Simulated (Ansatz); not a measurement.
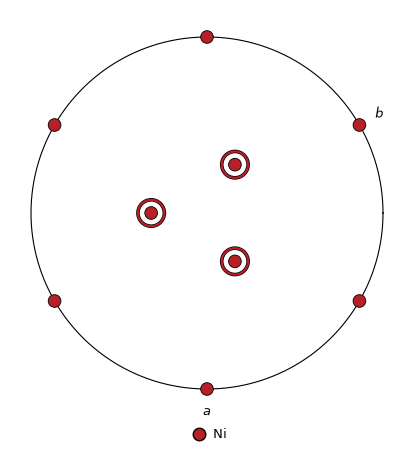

Crystal: Ni, the input geometry of an electronic-structure calculation (not necessarily at equilibrium); the starting structure was generated, so it need not be a known form of this composition. Directions from one nickel atom at (1/3, 2/3, 1/4) to its bonded neighbours, in stereographic projection down c (filled: above the plane of the page or in it, open: below). Symmetry computed with spglib at a tolerance of 0.002 Å; standard conventional cell.

Neighbours are counted up to 2.81 Å for Ni.

```
CELL_PARAMETERS angstrom
2.50551 0.00000 0.00000
-1.25276 2.16984 0.00000
0.00000 0.00000 8.20096
ATOMIC_POSITIONS crystal
Ni 0.00000 0.00000 0.00000
Ni 0.00000 0.00000 0.50000
Ni 0.33333 0.66667 0.25000
Ni 0.66667 0.33333 0.75000
```

### How many neighbours are there, and at what angles?

12: 12 Ni at 2.51 Å. Angles between bonds: 60° (24×), 90° (12×), 110° (3×), 120° (18×), 146° (6×), 180° (3×).

### What is the site's symmetry in the crystal?

Point group -6m2 (D3h), order 12: one −6 axis, three twofold axes, four mirror planes. In P6₃/mmc (No. 194) this is Wyckoff position 2c.
